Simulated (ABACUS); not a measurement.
## NaCl: 7 runs along one coordinate

System: NaCl (Pm-3m, 2 atoms in the cell).
Method: Kohn-Sham DFT of a periodic cell, PBEsol, PseudoDojo NC SR 0.4.1 PBEsol standard, no spin polarisation (ABACUS 3.10.1).

The 7 runs differ only in the geometry, by an even scaling of the cell at fixed fractional positions. The structure derives from a Materials Project entry.

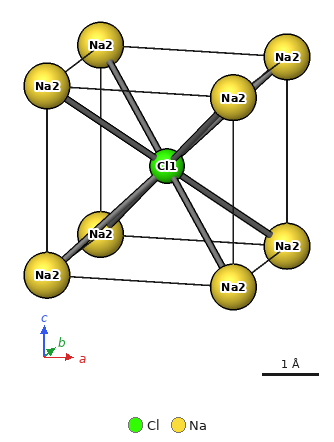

Figure 1. The structure of run 4 (ball-and-stick view of the cell of the calculation, seen slightly off an axis; atoms are numbered from 1 in the order of the input). An atom can appear more than once, as a periodic image.

**Input of run 4**
```
INPUT_PARAMETERS
suffix              NaCl
calculation         scf
basis_type          pw
pseudo_dir          ./
symmetry            1
dft_functional      pbesol
ecutwfc             89
pseudo_rcut         7
nspin               1
nbands              12
ks_solver           dav
smearing_method     fd
smearing_sigma      0.00367493
scf_thr             1e-08
scf_nmax            100
mixing_type         broyden
mixing_beta         0.7
cal_force           1
cal_stress          1
kpar                4
```

**File STRU of run 4**
```
ATOMIC_SPECIES
Cl 35.4500 Cl.upf
Na 22.9898 Na.upf

LATTICE_CONSTANT
1.8897261246

LATTICE_VECTORS
3.5021900000 0.0000000000 0.0000000000
0.0000000000 3.5021900000 0.0000000000
0.0000000000 0.0000000000 3.5021900000

ATOMIC_POSITIONS
Direct

Cl
0.0
1
0.5000000000 0.5000000000 0.5000000000 1 1 1

Na
0.0
1
0.0000000000 0.0000000000 0.0000000000 1 1 1
```

**File KPT of run 4**
```
K_POINTS
0
Gamma
8 8 8 0 0 0
```

Command:
```bash
OMP_NUM_THREADS=1 mpirun -np 4 abacus > log
```

Run 6 differs from it as follows:
```diff
-3.5021900000 0.0000000000 0.0000000000
-0.0000000000 3.5021900000 0.0000000000
-0.0000000000 0.0000000000 3.5021900000
+3.5482767325 0.0000000000 0.0000000000
+0.0000000000 3.5482767325 0.0000000000
+0.0000000000 0.0000000000 3.5482767325
```

**Results, with one run withheld**

| run | volume per atom (Å³) | free energy per atom, from the lowest run given (meV) | pressure (GPa) | gap on the mesh (eV) |
| --- | --- | --- | --- | --- |
| 1 | 20.189 | 0.33 | 0.43 | 4.05 |
| 2 | 20.619 | 0.00 | −0.18 | 3.97 |
| 3 | 21.048 | 1.22 | −0.73 | 3.91 |
| 4 | 21.478 | 3.82 | −1.21 | 3.84 |
| 5 | 21.907 | 7.71 | −1.64 | 3.78 |
| 6 | 22.337 | ? | ? | ? |
| 7 | 22.766 | 18.48 | −2.36 | 3.67 |

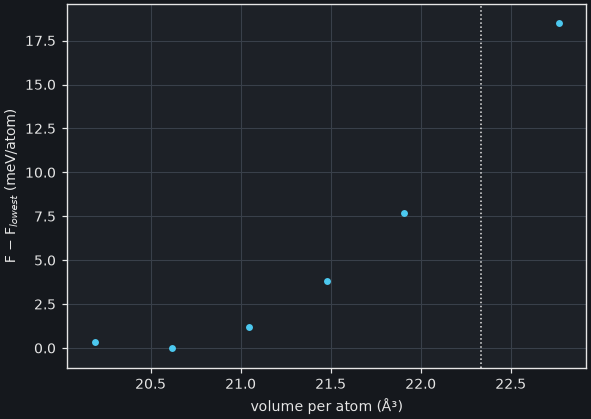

Figure 2. Free energy per atom of the runs given; the dotted line marks run 6.

Fit the runs given and predict run 6.

A cubic polynomial in V^(−2/3) (the Birch–Murnaghan form), fitted to the 6 runs given, misses them by at most 0.03 meV per atom. With x = V^(−2/3) − 0.13011 Å⁻², it reads F = 2.6492 − 1581.8 x + 2.2554e+05 x² + 9.5938e+05 x³ (meV per atom). At run 6 it gives 12.62 meV per atom, and the run itself gives 12.62. The slope of the fit gives a pressure −dF/dV of −2.02 GPa there, and the run prints −2.02 GPa. The fit has its minimum at 20.492 Å³ per atom, where V d²F/dV² gives 29.2 GPa: the bulk modulus at this level, since symmetry fixes the shape and the positions. The gap on the mesh goes, without turning, from 4.05 eV in run 1 to 3.67 eV in run 7; run 6 has 3.72 eV. These are gaps of this functional on this mesh, which can miss the band edges; they aren't the measured gap.

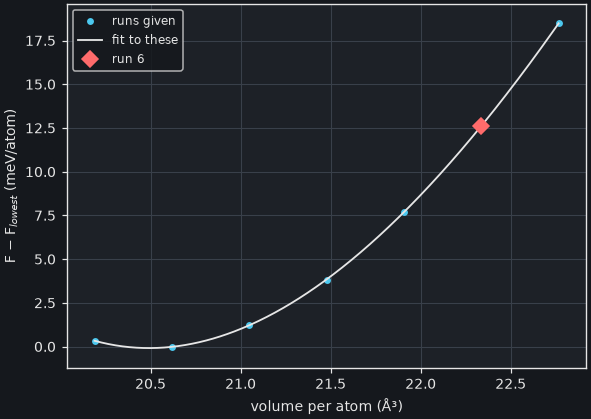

Figure 3. The fit and the withheld run.

**Some lines of the output (run 6)**
```
[...]
                          Volume (Bohr^3) = 301.473
                             Volume (A^3) = 44.6737
 E_Fermi        0.2484224720         3.3799611298
 E_Fermi        0.2195833493         2.9875847371
 E_Fermi        0.2179861622         2.9658538912
 E_Fermi        0.2165935413         2.9469063111
 E_Fermi        0.2164223241         2.9445767823
 E_Fermi        0.2164099847         2.9444088960
 E_KS(sigma->0) -124.2251403035      -1690.1697429769
 E_Fermi        0.2164081220         2.9443835523
 final etot is -1690.169743 eV
 EFERMI = 2.9443835523 eV
 TOTAL-PRESSURE: -20.215067 KBAR
 !FINAL_ETOT_IS -1690.1697429769658356 eV
```
